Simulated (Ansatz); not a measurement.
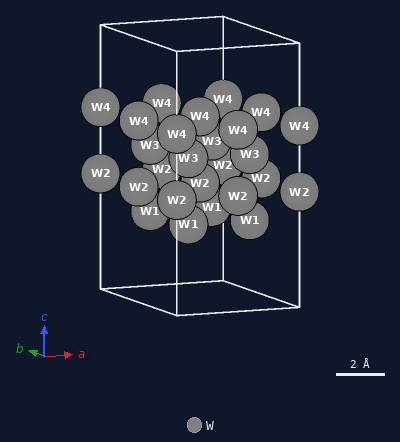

*The structure as given in the input (spheres-only view of the 2 × 2 repeat of the cell, with the vacuum cut short, seen slightly off an axis; atoms are numbered from 1 in the order of the input). An atom can appear more than once, as a periodic image.*

## Run report: W, geometry relaxation (part 1 of 2)

The run: geometry relaxation of W (slab, 4 atoms in the cell). Method and program: DFT LDA, scalar-relativistic, plane waves, PAW, PAW set soft_1, no spin polarisation (Ansatz 0.2.0).

The structure derives from an entry of the Crystallography Open Database. The input holds or restrains some coordinates. Forces given for the steps count only the free coordinates. Figures and captions count atoms from 1; the log counts them from 0 in places.

## The input
```yaml
crystal:
  lattice:
    - [2.8093052383, 0.0, 0.0]
    - [0.0, 3.9729575688, 0.0]
    - [0.0, 0.0, 18.2139578574]
  atoms:
    - { symbol: W, position: [0.5, 0.5, 0.3843206433] }
    - { symbol: W, position: [0.0, 0.0, 0.4614402144] }
    - { symbol: W, position: [0.5, 0.5, 0.5385597856] }
    - { symbol: W, position: [0.0, 0.0, 0.6156793567] }
basis:
  ecutwfc: 420
kpoints:
  mp_grid: { grid: [10, 7, 1] }
hamiltonian:
  xc: lda
  pseudopotentials: { kind: paw, azcp: { folder: soft_1 } }
scf:
  occupations: { method: gaussian, width: 0.1 }
output:
  forces: true
  eigenvalues: true
relax:
  adjacent_minimum: "off"
  f_tol: 0.03
  max_steps: 50
  constraints: [{ sites: [0, 1] }]
efield:
  axis: 3
  dipole_correction: true
  ramp_width: 0.04
```

Command:
```bash
ansatz run input.yaml --threads 2 --pin off --max-ram 6144MiB --backend cpu --events-out ev --progress --plain --runs-dir out
```

## Log
```
Warning: [file] the record states the generating functional pbe (its physics header spells it `PBE`), which answers neither for hamiltonian.xc's functional nor for the lda family's — results may be inconsistent (PPs are generated against a specific XC)
Engine: ansatz 0.2.0, x86_64-unknown-linux-gnu
Pseudopotentials: kind: paw
Pseudopotential: W, paw, valence charge 14, recommended cutoff 420 eV (normal), [file]
Functional definition: SPW92
  exchange = slater_x
  correlation = pw_c
Crystal: 4 atoms, lattice volume = 203.291 Å³
Basis set: ecut = 420 eV, 3997 PW (Γ)
Bands: 34, of which v1, the nominal top of the filled ones, is band 28 counted from 1 (27 counted from 0)
Symmetry: 4 space group operations
k-points: 24 of 70
Non-local potential: W, projectors of the file, l = 0: 3, l = 1: 2, l = 2: 2, l = 3: 1
PAW form: soft (Blöchl's): semilocal exchange-correlation on the pseudo side does not see the compensation charge
PAW frozen core: W, regenerated for the run's functional, and the local potential with it (the file was generated under x = pbe(κ = 0.804, μ = 0.2195149727645171), c = pbe(β = 0.06672455060314922))
PAW one-centre angular grid: W, 590 points (default); XC on 64 Gauss nodes
Initial density: superposition of atomic densities (neutral atoms: chi_scale 0, normalization atom)
Initial wavefunctions: pseudopotential atomic-orbital guess
Functional: x = slater, c = lda
SCF iter   1: F=—  HF=-40519.723833 eV  |F-HF|=—  |Δ(HF+E_count)|=         —  Δρ=5.04e-2  dr2=3.66e1  ethr=3.10e-3  p=-0.000 e·Å  D=-1.53e-14 V/Å  ΔV_dip=0.00 eV  dr2_dipole=7.35e-9  V_vac-E_F(+/−)=7.27/7.27 eV  ⟨swp⟩=8.5  Hψ=4035  notcnv=0
efield: sawtooth ramp at fractional position 0.9800 (placed from the atoms, in the widest stretch of the axis that holds none; the zero of the levels goes with the place), width 0.0400; the density the first Hamiltonian is built on has a dipole p = -0.000 e·Å; the dipole correction subtracts the counter field D = -1.53e-14 V/Å, which shifts the + side's vacuum level by +0.00 eV against the − side's; the planar-averaged density in the ramp window peaks in size at 7.3e-7 e/Å³
preconditioner: auto → LDOS  [metal: Δε(μ)=0.027 eV  Ē_g=4.543 eV  σ=0.100 eV  W_gap=0.15  n_scr=30 (ndim 8)  ℏωp=12.8 eV  f_vac=0.554  D(μ)=2.83/eV (n_scr^D=10)  β→1.0]
SCF iter   2: F=—  HF=-40525.186996 eV  |F-HF|=—  |Δ(HF+E_count)|=    5.46e0  Δρ=8.51e-2  dr2=1.39e2  ethr=3.10e-3  p=0.001 e·Å  D=7.93e-4 V/Å  ΔV_dip=-0.01 eV  dr2_dipole=3.58e-4  V_vac-E_F(+/−)=0.77/0.78 eV  ⟨swp⟩=5.6  Hψ=2330  notcnv=0  defer=26  recentre
SCF iter   3: F=—  HF=-40516.182739 eV  |F-HF|=—  |Δ(HF+E_count)|=    9.00e0  Δρ=1.62e-2  dr2=4.04e0  ethr=3.10e-3  p=0.000 e·Å  D=1.40e-4 V/Å  ΔV_dip=-0.00 eV  dr2_dipole=4.18e-6  V_vac-E_F(+/−)=5.68/5.68 eV  ⟨swp⟩=4.5  Hψ=2312  notcnv=0  defer=19
SCF iter   4: F=—  HF=-40515.756197 eV  |F-HF|=—  |Δ(HF+E_count)|=   4.27e-1  Δρ=6.24e-3  dr2=2.93e-1  ethr=3.10e-3  p=0.000 e·Å  D=4.20e-5 V/Å  ΔV_dip=-0.00 eV  dr2_dipole=9.61e-7  V_vac-E_F(+/−)=4.52/4.52 eV  ⟨swp⟩=2.7  Hψ=1395  notcnv=0  defer=23
SCF iter   5: F=—  HF=-40515.741696 eV  |F-HF|=—  |Δ(HF+E_count)|=   1.45e-2  Δρ=2.68e-3  dr2=1.49e-2  ethr=5.24e-4  p=0.000 e·Å  D=3.71e-5 V/Å  ΔV_dip=-0.00 eV  dr2_dipole=1.09e-6  V_vac-E_F(+/−)=4.44/4.44 eV  ⟨swp⟩=2.6  Hψ=1160  notcnv=0  defer=22
SCF iter   6: F=—  HF=-40515.737857 eV  |F-HF|=—  |Δ(HF+E_count)|=   3.84e-3  Δρ=9.30e-4  dr2=1.55e-3  ethr=2.67e-5  p=0.000 e·Å  D=1.08e-6 V/Å  ΔV_dip=-0.00 eV  dr2_dipole=2.45e-9  V_vac-E_F(+/−)=4.45/4.45 eV  ⟨swp⟩=2.7  Hψ=1517  notcnv=0  defer=22
SCF iter   7: F=—  HF=-40515.738252 eV  |F-HF|=—  |Δ(HF+E_count)|=   3.95e-4  Δρ=3.93e-4  dr2=3.83e-4  ethr=2.77e-6  p=0.000 e·Å  D=1.83e-6 V/Å  ΔV_dip=-0.00 eV  dr2_dipole=5.85e-9  V_vac-E_F(+/−)=4.46/4.46 eV  ⟨swp⟩=2.7  Hψ=1480  notcnv=0  defer=22
SCF iter   8: F=—  HF=-40515.738200 eV  |F-HF|=—  |Δ(HF+E_count)|=   5.27e-5  Δρ=1.71e-4  dr2=4.39e-5  ethr=6.85e-7  p=-0.000 e·Å  D=-4.26e-6 V/Å  ΔV_dip=0.00 eV  dr2_dipole=2.93e-9  V_vac-E_F(+/−)=4.45/4.45 eV  ⟨swp⟩=2.2  Hψ=1157  notcnv=0  defer=22
SCF iter   9: F=-40515.738204 eV  HF=-40515.738202 eV  |F-HF|=1.59e-6  |Δ(HF+E_count)|=   2.74e-6  Δρ=4.61e-5  dr2=3.63e-6  ethr=4.02e-8  p=0.000 e·Å  D=8.16e-7 V/Å  ΔV_dip=-0.00 eV  dr2_dipole=1.38e-10  V_vac-E_F(+/−)=4.45/4.45 eV  ⟨swp⟩=12.3  Hψ=4320  notcnv=0
SCF 1 converged in 9 iterations: F = -40515.738204 eV  dr2 = 3.63e-6
  greatest PAW one-centre occupation: 0.999 electrons in one spin orbital (limit 2), on the W atom at site 1 (counted from 0), in its partial waves of l = 0
relax step   1: F+E_penalty+E_count = -40515.73820389 eV  Δ(F+E_penalty+E_count) = +0.000e0 eV  max|allowed force component| = 2.333e0 eV/Å  Δτ_max = 0.0000 Å  (9 SCF iters, dr2 threshold 2.25e-5 eV, accepted)
Initial density: handed on by an earlier stage of this run
Initial wavefunctions: those handed on with the density
iter 1 solved again at ethr=2.20e-3 eV; its pass at ethr=3.10e-3 eV (dr2=1.23e0 eV) is discarded
SCF iter   1: F=—  HF=-40516.225248 eV  |F-HF|=—  |Δ(HF+E_count)|=         —  Δρ=1.38e-2  dr2=1.45e0  ethr=2.20e-3  p=0.000 e·Å  D=7.25e-7 V/Å  ΔV_dip=-0.00 eV  dr2_dipole=2.68e-1  V_vac-E_F(+/−)=4.49/4.49 eV  ⟨swp⟩=1.2  Hψ=3322  notcnv=0  defer=15
efield: sawtooth ramp at fractional position 0.9800 (handed on by an earlier solve), width 0.0400; the density the first Hamiltonian is built on has a dipole p = 0.000 e·Å; the dipole correction subtracts the counter field D = 7.25e-7 V/Å, which shifts the + side's vacuum level by -0.00 eV against the − side's; the planar-averaged density in the ramp window peaks in size at 2.9e-6 e/Å³
preconditioner: auto → LDOS  [metal: Δε(μ)=0.034 eV  Ē_g=4.019 eV  σ=0.100 eV  W_gap=0.19  n_scr=30 (ndim 8)  ℏωp=12.8 eV  f_vac=0.575  D(μ)=4.50/eV (n_scr^D=24)  β→1.0]
SCF iter   2: F=—  HF=-40516.186190 eV  |F-HF|=—  |Δ(HF+E_count)|=   3.91e-2  Δρ=1.01e-2  dr2=1.53e0  ethr=2.20e-3  p=-0.002 e·Å  D=-2.09e-3 V/Å  ΔV_dip=0.04 eV  dr2_dipole=3.06e-1  V_vac-E_F(+/−)=4.38/4.34 eV  ⟨swp⟩=2.6  Hψ=1225  notcnv=0  defer=15
SCF iter   3: F=—  HF=-40516.107728 eV  |F-HF|=—  |Δ(HF+E_count)|=   7.85e-2  Δρ=2.12e-3  dr2=2.40e-2  ethr=2.20e-3  p=-0.006 e·Å  D=-5.63e-3 V/Å  ΔV_dip=0.10 eV  dr2_dipole=4.99e-4  V_vac-E_F(+/−)=4.52/4.41 eV  ⟨swp⟩=2.1  Hψ=1289  notcnv=0  defer=20
SCF iter   4: F=—  HF=-40516.102539 eV  |F-HF|=—  |Δ(HF+E_count)|=   5.19e-3  Δρ=9.73e-4  dr2=2.69e-3  ethr=4.29e-5  p=-0.007 e·Å  D=-5.89e-3 V/Å  ΔV_dip=0.11 eV  dr2_dipole=6.17e-8  V_vac-E_F(+/−)=4.53/4.43 eV  ⟨swp⟩=3.3  Hψ=1504  notcnv=0  defer=22
SCF iter   5: F=—  HF=-40516.102405 eV  |F-HF|=—  |Δ(HF+E_count)|=   1.33e-4  Δρ=4.51e-4  dr2=5.09e-4  ethr=4.80e-6  p=-0.008 e·Å  D=-7.37e-3 V/Å  ΔV_dip=0.13 eV  dr2_dipole=6.86e-5  V_vac-E_F(+/−)=4.56/4.42 eV  ⟨swp⟩=2.1  Hψ=1152  notcnv=0  defer=22
SCF iter   6: F=—  HF=-40516.102540 eV  |F-HF|=—  |Δ(HF+E_count)|=   1.35e-4  Δρ=1.32e-4  dr2=3.66e-5  ethr=9.08e-7  p=-0.009 e·Å  D=-8.03e-3 V/Å  ΔV_dip=0.15 eV  dr2_dipole=1.86e-6  V_vac-E_F(+/−)=4.57/4.42 eV  ⟨swp⟩=2.2  Hψ=1115  notcnv=0  defer=22
SCF iter   7: F=-40516.102548 eV  HF=-40516.102550 eV  |F-HF|=1.66e-6  |Δ(HF+E_count)|=   9.56e-6  Δρ=4.19e-5  dr2=5.79e-6  ethr=6.54e-8  p=-0.009 e·Å  D=-8.19e-3 V/Å  ΔV_dip=0.15 eV  dr2_dipole=1.17e-7  V_vac-E_F(+/−)=4.57/4.42 eV  ⟨swp⟩=10.9  Hψ=3574  notcnv=0
SCF 2 converged in 7 iterations: F = -40516.102548 eV  dr2 = 5.79e-6
relax step   2: F+E_penalty+E_count = -40516.10254811 eV  Δ(F+E_penalty+E_count) = -3.643e-1 eV  max|allowed force component| = 6.846e-1 eV/Å  Δτ_max = 0.1996 Å  (7 SCF iters, dr2 threshold 1.00e-4 eV, accepted)
SCF iter   1: F=—  HF=-40516.274044 eV  |F-HF|=—  |Δ(HF+E_count)|=         —  Δρ=1.32e-2  dr2=1.91e0  ethr=3.10e-3  p=-0.009 e·Å  D=-8.19e-3 V/Å  ΔV_dip=0.15 eV  dr2_dipole=3.28e-1  V_vac-E_F(+/−)=4.60/4.45 eV  ⟨swp⟩=4.7  Hψ=2030  notcnv=0  defer=19
efield: sawtooth ramp at fractional position 0.9800 (handed on by an earlier solve), width 0.0400; the density the first Hamiltonian is built on has a dipole p = -0.009 e·Å; the dipole correction subtracts the counter field D = -8.19e-3 V/Å, which shifts the + side's vacuum level by +0.15 eV against the − side's; the planar-averaged density in the ramp window peaks in size at 2.3e-6 e/Å³
preconditioner: auto → LDOS  [metal: Δε(μ)=0.052 eV  Ē_g=4.162 eV  σ=0.100 eV  W_gap=0.28  n_scr=30 (ndim 8)  ℏωp=12.8 eV  f_vac=0.581  D(μ)=3.94/eV (n_scr^D=20)  β→1.0]
SCF iter   2: F=—  HF=-40516.257053 eV  |F-HF|=—  |Δ(HF+E_count)|=   1.70e-2  Δρ=1.03e-2  dr2=1.40e0  ethr=3.10e-3  p=0.006 e·Å  D=5.04e-3 V/Å  ΔV_dip=-0.09 eV  dr2_dipole=1.27e-1  V_vac-E_F(+/−)=4.27/4.36 eV  ⟨swp⟩=2.1  Hψ=1343  notcnv=0  defer=20
SCF iter   3: F=—  HF=-40516.159436 eV  |F-HF|=—  |Δ(HF+E_count)|=   9.76e-2  Δρ=1.78e-3  dr2=2.74e-2  ethr=2.50e-3  p=-0.006 e·Å  D=-5.68e-3 V/Å  ΔV_dip=0.10 eV  dr2_dipole=1.96e-6  V_vac-E_F(+/−)=4.51/4.41 eV  ⟨swp⟩=2.1  Hψ=1142  notcnv=0  defer=20
SCF iter   4: F=—  HF=-40516.153067 eV  |F-HF|=—  |Δ(HF+E_count)|=   6.37e-3  Δρ=5.15e-4  dr2=1.58e-3  ethr=4.89e-5  p=-0.008 e·Å  D=-7.17e-3 V/Å  ΔV_dip=0.13 eV  dr2_dipole=2.95e-4  V_vac-E_F(+/−)=4.51/4.38 eV  ⟨swp⟩=3.1  Hψ=1454  notcnv=0  defer=19
SCF iter   5: F=—  HF=-40516.152936 eV  |F-HF|=—  |Δ(HF+E_count)|=   1.31e-4  Δρ=1.66e-4  dr2=5.93e-5  ethr=2.82e-6  p=-0.011 e·Å  D=-9.49e-3 V/Å  ΔV_dip=0.17 eV  dr2_dipole=7.74e-7  V_vac-E_F(+/−)=4.54/4.37 eV  ⟨swp⟩=2.3  Hψ=1281  notcnv=0  defer=19
SCF iter   6: F=-40516.152930 eV  HF=-40516.152937 eV  |F-HF|=6.24e-6  |Δ(HF+E_count)|=   4.77e-7  Δρ=6.15e-5  dr2=1.49e-5  ethr=5.23e-8  p=-0.012 e·Å  D=-1.02e-2 V/Å  ΔV_dip=0.19 eV  dr2_dipole=4.33e-9  V_vac-E_F(+/−)=4.55/4.37 eV  ⟨swp⟩=12.2  Hψ=4241  notcnv=0
SCF 3 converged in 6 iterations: F = -40516.152930 eV  dr2 = 1.49e-5
  greatest PAW one-centre occupation: 0.999 electrons in one spin orbital (limit 2), on the W atom at site 2 (counted from 0), in its partial waves of l = 0
relax step   3: F+E_penalty+E_count = -40516.15293037 eV  Δ(F+E_penalty+E_count) = -5.038e-2 eV  max|allowed force component| = 2.529e-1 eV/Å  Δτ_max = 0.1281 Å  (6 SCF iters, dr2 threshold 2.93e-5 eV, accepted)
SCF iter   1: F=—  HF=-40516.157066 eV  |F-HF|=—  |Δ(HF+E_count)|=         —  Δρ=1.74e-3  dr2=1.80e-2  ethr=6.39e-4  p=-0.012 e·Å  D=-1.02e-2 V/Å  ΔV_dip=0.19 eV  dr2_dipole=1.65e-3  V_vac-E_F(+/−)=4.55/4.37 eV  ⟨swp⟩=2.1  Hψ=1319  notcnv=0  defer=20
efield: sawtooth ramp at fractional position 0.9800 (handed on by an earlier solve), width 0.0400; the density the first Hamiltonian is built on has a dipole p = -0.012 e·Å; the dipole correction subtracts the counter field D = -1.02e-2 V/Å, which shifts the + side's vacuum level by +0.19 eV against the − side's; the planar-averaged density in the ramp window peaks in size at 1.8e-6 e/Å³
preconditioner: auto → LDOS  [metal: Δε(μ)=0.033 eV  Ē_g=4.085 eV  σ=0.100 eV  W_gap=0.19  n_scr=30 (ndim 8)  ℏωp=12.8 eV  f_vac=0.578  D(μ)=4.80/eV (n_scr^D=24)  β→1.0]
SCF iter   2: F=—  HF=-40516.156548 eV  |F-HF|=—  |Δ(HF+E_count)|=   5.18e-4  Δρ=9.42e-4  dr2=8.16e-3  ethr=3.22e-5  p=-0.012 e·Å  D=-1.07e-2 V/Å  ΔV_dip=0.20 eV  dr2_dipole=2.42e-6  V_vac-E_F(+/−)=4.57/4.38 eV  ⟨swp⟩=2.0  Hψ=1297  notcnv=0  defer=18
SCF iter   3: F=—  HF=-40516.155807 eV  |F-HF|=—  |Δ(HF+E_count)|=   7.41e-4  Δρ=2.77e-4  dr2=6.73e-4  ethr=1.46e-5  p=-0.011 e·Å  D=-1.00e-2 V/Å  ΔV_dip=0.18 eV  dr2_dipole=1.68e-5  V_vac-E_F(+/−)=4.56/4.37 eV  ⟨swp⟩=2.0  Hψ=1088  notcnv=0  defer=18
SCF iter   4: F=—  HF=-40516.155638 eV  |F-HF|=—  |Δ(HF+E_count)|=   1.70e-4  Δρ=5.49e-5  dr2=8.07e-6  ethr=1.20e-6  p=-0.011 e·Å  D=-1.01e-2 V/Å  ΔV_dip=0.18 eV  dr2_dipole=2.84e-8  V_vac-E_F(+/−)=4.56/4.37 eV  ⟨swp⟩=3.3  Hψ=1388  notcnv=0  defer=18
SCF iter   5: F=-40516.155639 eV  HF=-40516.155639 eV  |F-HF|=6.17e-7  |Δ(HF+E_count)|=   8.81e-7  Δρ=2.48e-5  dr2=1.09e-6  ethr=9.83e-9  p=-0.011 e·Å  D=-9.99e-3 V/Å  ΔV_dip=0.18 eV  dr2_dipole=2.86e-8  V_vac-E_F(+/−)=4.56/4.37 eV  ⟨swp⟩=10.5  Hψ=3990  notcnv=0
SCF 4 converged in 5 iterations: F = -40516.155639 eV  dr2 = 1.09e-6
relax step   4: F+E_penalty+E_count = -40516.15563920 eV  Δ(F+E_penalty+E_count) = -2.709e-3 eV  max|allowed force component| = 1.945e-2 eV/Å  Δτ_max = 0.0211 Å  (5 SCF iters, dr2 threshold 5.51e-6 eV, accepted)
iter 1 solved again at ethr=1.96e-9 eV; its pass at ethr=3.10e-3 eV (dr2=1.10e-6 eV) is discarded
```
